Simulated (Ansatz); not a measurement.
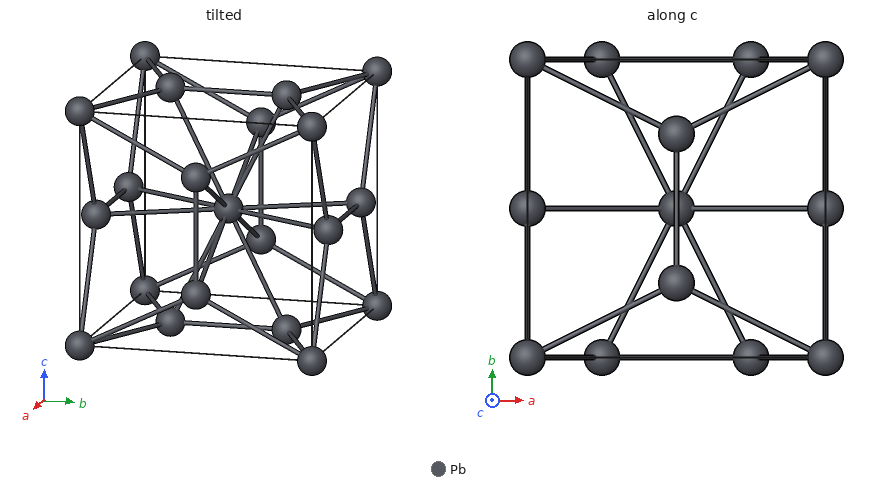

Ball-and-stick representation of a periodic structure, projected slightly off an axis and along the c axis. The outline marks the conventional unit cell.

The lattice constants are a = 6.345 Å, b = 6.345 Å, c = 6.345 Å, α = 90.00°, β = 90.00°, γ = 90.00°.

How many atoms count towards one cell?

Answer. 8 (lead), counting shared atoms by their share.

Space group?

Answer. Pm-3n (No. 223), with Pb on 2a and Pb on 6c.

Name the structure type.

Answer. Β-tungsten (A15) type.

The model was built from a textbook structure type filled with this element (whether it is the usual form wasn't checked). This is the structure after a relaxation with DFT r2SCAN, scalar-relativistic, plane waves, PAW in Ansatz.
